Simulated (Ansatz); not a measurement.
# Σ3 (112) boundary in fcc Pt with Al (substitutional): structure and resistance, part 2 of 2

How much does the Σ3 (112) boundary in fcc Pt with Al (substitutional) reflect electrons?

Ansatz 0.2.0; Ansatz plane-wave DFT, PBE, PAW files; relaxation of a bicrystal slab with its lowest layers held; PAW set soft_1 (the session's first sound run).

So far. Step 2 (Relaxing the bicrystal): The largest force component on a free atom ends at 0.025 eV/Å, under the tolerance of 0.03, after 12 steps.

### 3. Transmission across the boundary

This step: Ansatz plane-wave DFT, PBE, PAW files; ballistic transport by layer matching (Landauer), zero bias; boundary relaxed in a short slab, bulk layers laid on; PAW set soft_1 (Ansatz 0.2.0).

System of this step: Σ3 (112) boundary in fcc Pt with Al (substitutional). The cell holds 53 atoms: 52 Pt and 1 Al. Cell: a = 2.773 Å, b = 6.793 Å, c = 50.096 Å, α = 90.0°, β = 90.0°, γ = 90.0°. It derives from Pt. Regions: lower grain, 22 atoms (22 Pt); boundary, 14 atoms (13 Pt and 1 Al); upper grain, 17 atoms (17 Pt). Vacuum lies along c.

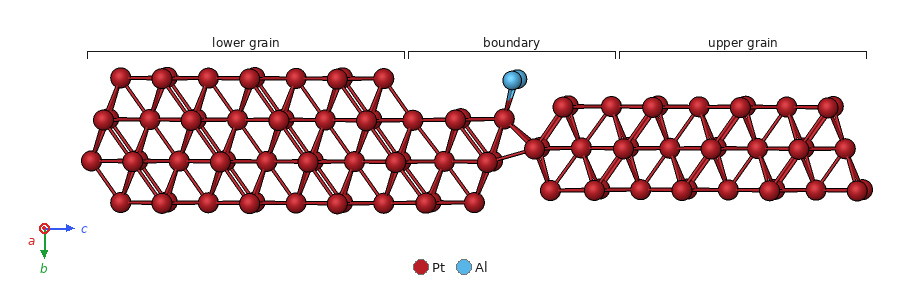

The cell of this step (platinum red, aluminium blue). Some periodic images of atoms are drawn too.

The input, input.yaml:

```yaml
crystal:
  lattice:
    - [2.7731313745, 0.0, 0.0]
    - [0.0, 6.7927568571, 0.0]
    - [0.0, 0.0, 50.0959363479]
  atoms:
    - { symbol: Pt, position: [-14.4999999996, 9.6666666666, 0.0798467958] }
    - { symbol: Pt, position: [-13.9999999996, 9.3333333333, 0.095826816] }
    - { symbol: Pt, position: [-13.4999999996, 9.0, 0.1118068361] }
    - { symbol: Pt, position: [-12.9999999997, 8.6666666666, 0.1277868563] }
    - { symbol: Pt, position: [-12.4999999997, 8.3333333333, 0.1437668764] }
    - { symbol: Pt, position: [-11.9999999997, 8.0, 0.1597468966] }
    - { symbol: Pt, position: [-11.4999999997, 7.6666666666, 0.1757269168] }
    - { symbol: Pt, position: [-10.9999999997, 7.3333333333, 0.1917069369] }
    - { symbol: Pt, position: [-10.4999999997, 7.0, 0.2076869571] }
    - { symbol: Pt, position: [-9.9999999998, 6.6666666666, 0.2236669772] }
    - { symbol: Pt, position: [-9.4999999998, 6.3333333333, 0.2396469974] }
    - { symbol: Pt, position: [-8.9999999998, 6.0, 0.2556270176] }
    - { symbol: Pt, position: [-8.4999999998, 5.6666666666, 0.2716070377] }
    - { symbol: Pt, position: [-7.9999999998, 5.3333333333, 0.2875870579] }
    - { symbol: Pt, position: [-7.4999999999, 5.0, 0.303567078] }
    - { symbol: Pt, position: [-6.9999999999, 4.6666666666, 0.3195470982] }
    - { symbol: Pt, position: [-6.4999999999, 4.3333333333, 0.3355271184] }
    - { symbol: Pt, position: [-5.9999999999, 4.0, 0.3515071385] }
    - { symbol: Pt, position: [-5.4999999999, 3.6666666666, 0.3674871587] }
    - { symbol: Pt, position: [-4.9999999999, 3.3333333333, 0.3834671789] }
    - { symbol: Pt, position: [-4.5, 3.0, 0.399447199] }
    - { symbol: Pt, position: [-4.0, 2.6666666666, 0.4154272192] }
    - { symbol: Pt, position: [0.5, 0.3333333333, 0.4314072393] }
    - { symbol: Pt, position: [0.0, -0.0066235268, 0.4483316271] }
    - { symbol: Pt, position: [0.5, 0.6617999165, 0.4658741189] }
    - { symbol: Pt, position: [0.0, 0.3251996154, 0.4808106741] }
    - { symbol: Pt, position: [0.5, -0.006893214, 0.4985438062] }
    - { symbol: Pt, position: [0.0, 0.664784579, 0.5155526993] }
    - { symbol: Pt, position: [0.5, 0.3209963082, 0.5312345842] }
    - { symbol: Al, position: [0.0, 0.0063059199, 0.5428328859] }
    - { symbol: Pt, position: [0.0, 0.5557162383, 0.5672208719] }
    - { symbol: Pt, position: [0.5, -0.1057889928, 0.581830185] }
    - { symbol: Pt, position: [0.0, 0.2194558081, 0.5984309317] }
    - { symbol: Pt, position: [0.5, 0.5516372399, 0.6156180148] }
    - { symbol: Pt, position: [0.0, -0.1133541158, 0.6326959095] }
    - { symbol: Pt, position: [0.5, 0.218949078, 0.6484928615] }
    - { symbol: Pt, position: [-4.0, 2.5522824113, 0.6644728816] }
    - { symbol: Pt, position: [-4.5, 2.8856157447, 0.6804529018] }
    - { symbol: Pt, position: [-4.9999999999, 3.218949078, 0.696432922] }
    - { symbol: Pt, position: [-5.4999999999, 3.5522824113, 0.7124129421] }
    - { symbol: Pt, position: [-5.9999999999, 3.8856157447, 0.7283929623] }
    - { symbol: Pt, position: [-6.4999999999, 4.218949078, 0.7443729824] }
    - { symbol: Pt, position: [-6.9999999999, 4.5522824113, 0.7603530026] }
    - { symbol: Pt, position: [-7.4999999999, 4.8856157447, 0.7763330228] }
    - { symbol: Pt, position: [-7.9999999998, 5.218949078, 0.7923130429] }
    - { symbol: Pt, position: [-8.4999999998, 5.5522824113, 0.8082930631] }
    - { symbol: Pt, position: [-8.9999999998, 5.8856157447, 0.8242730832] }
    - { symbol: Pt, position: [-9.4999999998, 6.218949078, 0.8402531034] }
    - { symbol: Pt, position: [-9.9999999998, 6.5522824113, 0.8562331236] }
    - { symbol: Pt, position: [-10.4999999997, 6.8856157447, 0.8722131437] }
    - { symbol: Pt, position: [-10.9999999997, 7.218949078, 0.8881931639] }
    - { symbol: Pt, position: [-11.4999999997, 7.5522824113, 0.904173184] }
    - { symbol: Pt, position: [-11.9999999997, 7.8856157447, 0.9201532042] }
kpoints:
  mp_grid: { grid: [9, 4, 1] }
hamiltonian:
  xc: pbe
  pseudopotentials: { kind: paw, azcp: { folder: soft_1 } }
scf:
  occupations: { method: fermi_dirac, width: 0.1 }
output:
  transmission:
    leads: [[12, 13], [43, 44]]
    kmesh: [22, 10]
    e_range: [-0.1, 0.1]
    de: 0.05
  write_potential: true
  write_density: true
  volumetric_format: npy
  elf: true
```

Started as:

```sh
$ ansatz run input.yaml --threads 4 --pin off --max-ram 15360MiB --backend cpu --events-out ev --progress --plain --runs-dir out
```

Numbers of over 12 decimals in the logs are rounded to 6 here.

The log of the run:

```text
[...]
Crystal: 53 atoms, lattice volume = 943.668 Å³
Basis set: ecut = 420 eV, 18589 PW (Γ)
Bands: 564, of which v1, the nominal top of the filled ones, is band 470 counted from 1 (469 counted from 0)
Symmetry: 2 space group operations
[...]
k-points: 15 of 36 (time reversal used)
[...]
SCF iter   1: F=—  HF=-651840.010367 eV  |F-HF|=—  |Δ(HF+E_count)|=         —  Δρ=8.21e-2  dr2=1.53e2  ethr=3.10e-3  ⟨swp⟩=6.1  Hψ=29750  notcnv=0  defer=313
[...]
SCF iter  13: F=-651821.170719 eV  HF=-651821.170719 eV  |F-HF|=2.26e-8  |Δ(HF+E_count)|=   4.77e-9  Δρ=8.36e-7  dr2=2.35e-8  ethr=1.06e-11  ⟨swp⟩=11.8  Hψ=31754  notcnv=0
SCF 1 converged in 13 iterations: F = -651821.170719 eV  dr2 = 2.35e-8
[...]
transmission: 512 of 5112 steps passed
transmission: 1023 of 5112 steps passed
[...]
transmission: 5112 of 5112 steps passed
WARN: The input density's exchange-correlation potential varies sharply where the density is thin. Do not read a vacuum level from v_tot or v_xc, or from such a field of the output density. On a cell that repeats whose density bears no net charge and no dipole along the vacuum's axis use v_es (v_loc + v_h of the components); under efield.dipole_correction with no amplitude use v_es + v_field, which holds any external [...]
SCF converged after 13 iterations
the last check of whether an eigenvalue changes by more than its tolerance under the output density was not made (no_room)
Free energy (F): -651821.170719 eV
[...]
Internal energy: -651818.446583 eV  (E = F + TS)
E sigma→0 (E₀):  -651819.808651 eV
Entropy (-TS):   -2.724136 eV (-51.399 meV/atom)
Fermi energy:    18.698101 eV
[...]
--- Band table (eV; the first three rows and the last of 15) ---
  k-point 0: bands = [... 466 lower, 18.4812, 18.5075, 18.5330, 18.5372, 18.5482, 18.5752, 18.5846, 18.6530, ... 90 higher]
  k-point 1: bands = [... 466 lower, 18.3153, 18.3239, 18.3533, 18.3684, 18.3988, 18.4198, 18.4262, 18.4484, ... 90 higher]
  k-point 2: bands = [... 466 lower, 18.4160, 18.4205, 18.4588, 18.4684, 18.4840, 18.4887, 18.4949, 18.4997, ... 90 higher]
  k-point 14: bands = [... 466 lower, 19.0173, 19.0369, 19.0443, 19.0600, 19.0748, 19.0836, 19.1680, 19.2634, ... 90 higher]
--- Transmission ---
  basis      : 167 plane waves across, 71 finite elements along
  points     : 72, standing for a mesh of 22 x 10
  energies   : 5 from -0.100000 to 0.100000 eV about the Fermi level, 0.050000 eV apart; the leads are filled to 0.000000 eV, and channels, transmission and decay are at 0.000000 eV
  crystal 0  : Pt3, at the sites [12, 13], period 2.4016 Å, over 18.41 Å; its Hamiltonian steps by up to 11.4 meV
    offset         : up to 0.0000 Å between an atom of the period and one for which it stands
    channels       : 4.950000e0 a spin
    conductance    : none, the energies end too early or step too widely for 300 K: set another output.transmission.e_range or a lower de, or, where they end at an eighth of basis.ecutwfc, a higher one
[...]
channels       : 4.977273e0 a spin
[...]
junction   : crystal 0 to crystal 1, 13.71 to 37.39 Å
    transmission   : 1.810096e0 a spin
[...]
```

Wall time 18 min (4 threads of Arm Neoverse V1, shared host); peak memory 11 GiB.

In the SCF lines HF is the Harris–Foulkes energy and dr2 the Hartree energy of the density residual, in eV; the loop may stop once dr2 is under the threshold and the program's other checks hold. Hψ counts applications of the Hamiltonian.

This step gave:

```
free energy                                    : -651821.1707 eV
energy at zero smearing                        : -651819.8087 eV
Fermi energy                                   : 18.70 eV
cell area                                      : 18.84 Å²
transmission per spin nearest the Fermi level  : 1.810
open channels per spin nearest the Fermi level : 4.95
open channels per spin, upper lead             : 4.977
step of the lead's potential                   : 11.4 meV
step of the upper lead's potential             : 29.8 meV
```

Per spin. Transmission, zone mean against energy, zero at the Fermi level:

```
energy (eV)  transmission, zone mean
    -0.1000                     1.95
    -0.0500                     1.91
     0.0000                     1.81
     0.0500                     1.78
     0.1000                     1.75
```

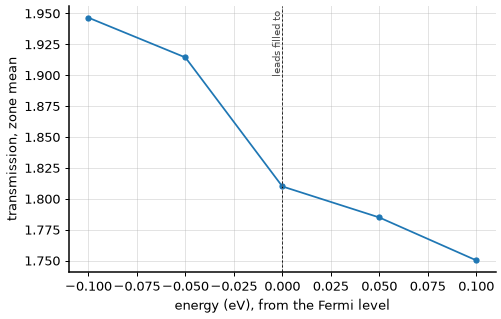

Transmission, zone mean, plotted against energy.

Per spin. The open channels, zone mean by energy, zero at the Fermi level:

```
energy (eV)  lead  upper lead
    -0.1000  5.63        5.66
    -0.0500  5.61        5.65
     0.0000  4.95        4.98
     0.0500  4.45        4.50
     0.1000  4.19        4.22
```

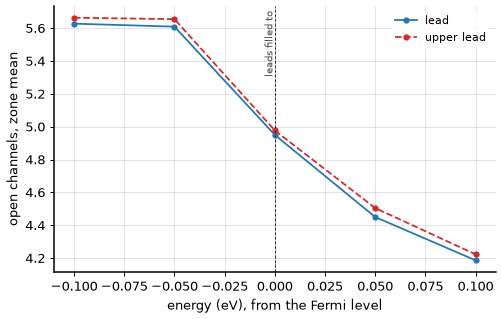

Open channels, zone mean against energy.

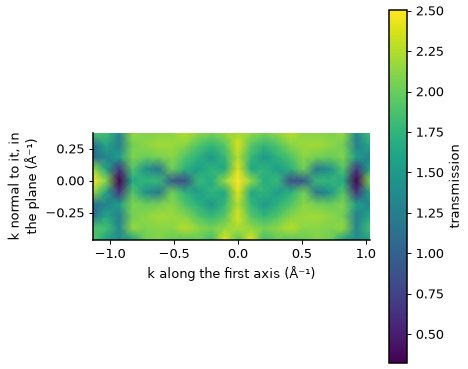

Transmission over k1 and k2. At 0.0000 eV from the Fermi level.

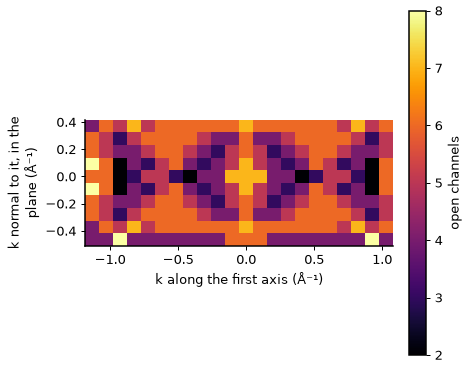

Open channels over k1 and k2. At 0.0000 eV from the Fermi level.

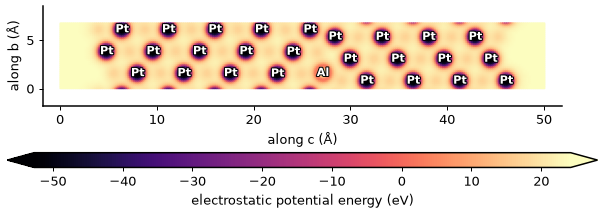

Electrostatic potential energy in the cb plane at fractional x = 0.000, with atoms of Pt and Al within 0.2 Å of it. With pseudopotentials it is smooth inside the atoms' cores, unlike the true potential. The map starts off the cell's origin, so that atoms lie inside it.

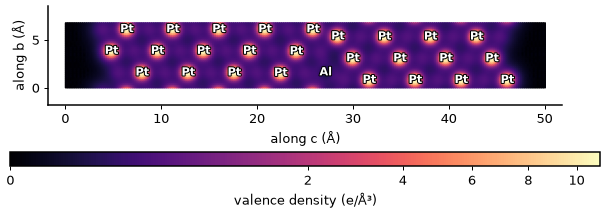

Valence density in the cb plane at fractional x = 0.000, with atoms of Pt and Al within 0.2 Å of it. It is the smooth field of the valence electrons, not physical close to the nuclei. The map starts off the cell's origin, so that atoms lie inside it. The colour scale is stretched toward low values.

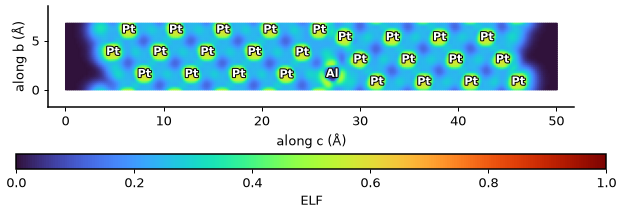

ELF in the cb plane at fractional x = 0.000, with atoms of Pt and Al within 0.2 Å of it. It is the smooth field of the valence electrons, not physical close to the nuclei. The map starts off the cell's origin, so that atoms lie inside it.

Over the solved energies the transmission per spin lies between 1.75 and 1.95, out of 4.96 channels of the lead on average (up to 5.63). The log calls the step of a lead's potential too much.

### 4. Specific resistance

This step: Ansatz plane-wave DFT, PBE, PAW files; ballistic transport by layer matching (Landauer), zero bias; specific resistance of the boundary; PAW set soft_1 (Ansatz 0.2.0).

This step gave:

```
area resistance                      : 0.8326 fΩ m²
T over the leads' mean channel count : 0.3694
```

Averaged over the energies near the Fermi level, 36.9 % of the channels pass, which makes 0.833 fΩ m².

By hand, with T and the leads' channels N averaged over the energies near the Fermi level: RA = A (h/2e²)(1/T − ½[1/N₁ + 1/N₂]) = 18.84×10⁻²⁰ m² × 12 906 Ω × (1/1.841 − ½[1/4.965 + 1/5.005]) = 0.833 fΩ m².

### 5. Summary of results

| Item | Value |
| --- | --- |
| specific resistance of the boundary | 0.833 fΩ m² |
| share of channels that pass | 0.369 |

The boundary has a specific resistance of 0.83 fΩ m². The boundary reflects 63 % of the channels; 0.83 fΩ m² is 8.3×10⁻¹² Ω·cm². That equals the resistance of 7.7 nm of bulk Pt at 300 K (measured 10.8 µΩ cm, CRC Handbook of Chemistry and Physics, 84th ed., 2003, Electrical Resistivity of Pure Metals). One Al in 18.8 Å² of boundary is a high coverage. In the relaxation the upper grain slid sideways by about 0.8 Å, so the result belongs to the position that it found, not to the starting one. Each plane of this narrow cell holds one atom, so the solute fills a whole plane. One starting structure was relaxed; another shift or atom count at the boundary may lie lower. Spin-orbit coupling is left out, which matters for Pt. A lead's potential steps by up to 30 meV from period to period, which the log calls too much, so longer leads could move the result.

[Logs are printed without paths, hosts, clocks, repeated set-up lines and the standing remarks that a program may print on its own settings, such as how far it seeks lower states.]

[Hosts, paths, dates, database ids (printed as entryN), source tags and the programs' standing remarks are cut or masked in the printed files.]
